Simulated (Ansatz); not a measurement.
ScAl3N4

```
Al Sc N
1.0
     3.23636    5.59595    0.00220
     3.25125   -5.60455    0.00416
    -0.00993    0.00177  -10.18008
Al Sc N
12 4 16
Direct
  0.16906 0.83398 0.49752
  0.33571 0.16807 0.24887
  0.17255 0.33847 0.00652
  0.33598 0.66895 0.75076
  0.33724 0.66651 0.24899
  0.66697 0.33953 0.00641
  0.83155 0.66495 0.74791
  0.66652 0.33133 0.49389
  0.82831 0.66433 0.25369
  0.66245 0.82305 0.00253
  0.66539 0.83574 0.49874
  0.83001 0.16291 0.24555
  0.16157 0.82682 0.00696
  0.33884 0.17038 0.75288
  0.16608 0.33714 0.49605
  0.83149 0.16688 0.76000
  0.15617 0.81551 0.80237
  0.34239 0.15991 0.54689
  0.16625 0.83126 0.30389
  0.34242 0.18169 0.05998
  0.17918 0.35551 0.81677
  0.34433 0.68675 0.56099
  0.16395 0.33195 0.29267
  0.34474 0.65932 0.06405
  0.67881 0.35789 0.82050
  0.83173 0.66526 0.55451
  0.66785 0.33209 0.30499
  0.81284 0.65707 0.06842
  0.65739 0.81134 0.81392
  0.81561 0.15911 0.55356
  0.66613 0.83396 0.30919
  0.83047 0.16233 0.05406
```

Space group P1; a generated structure, not necessarily the stable one.

Level of theory: DFT PBE, scalar-relativistic, plane waves, PAW in Ansatz.

Q: What will maps of the valence pseudo-density and electron localisation function show?

A: Al–N (1.89 Å): ρ is about 0.68 e/Å³ halfway; the ELF peaks at about 0.85 between the atoms, as expected for a polar covalent bond.
Sc–N (2.04 Å): the density is about 0.65 e/Å³ at the midpoint; the ELF peaks at about 0.85 in the valence shell of N, 0.6 Å from its nucleus, and is about 0.25 at the midpoint (no localised pair shows between them).
Al–N (1.92 Å): ρ at the midpoint is about 0.63 e/Å³; the ELF peaks at about 0.85 in the valence shell of N, 0.8 Å from its nucleus, and is about 0.85 at the midpoint.
Al–N (1.93 Å): ρ at the midpoint is about 0.63 e/Å³; the ELF peaks at about 0.90 in the valence shell of N, 0.8 Å from its nucleus, and is about 0.85 at the midpoint.

Q: Does the calculation give a band gap?

A: It is gapped, with a Kohn–Sham gap of 3.5 eV on the k-point mesh, an upper bound to the gap of this method.

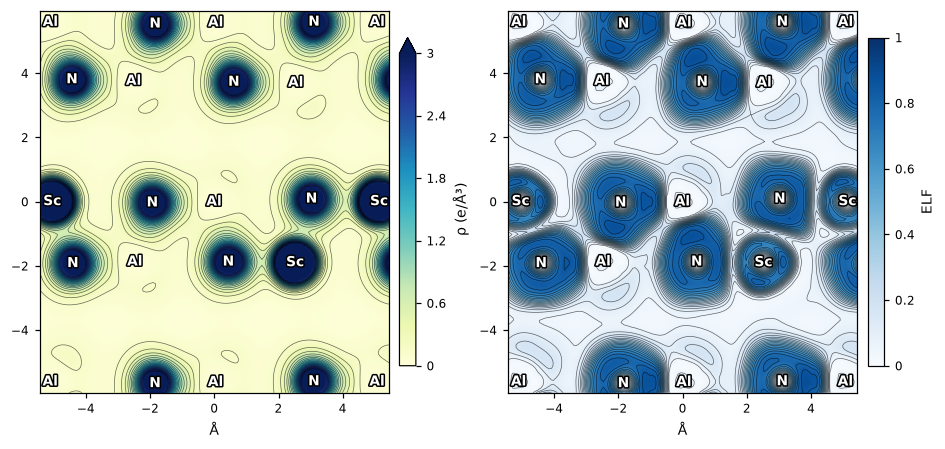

Computed valence pseudo-density and electron localisation function on the (110) plane of the conventional cell, in this order. 
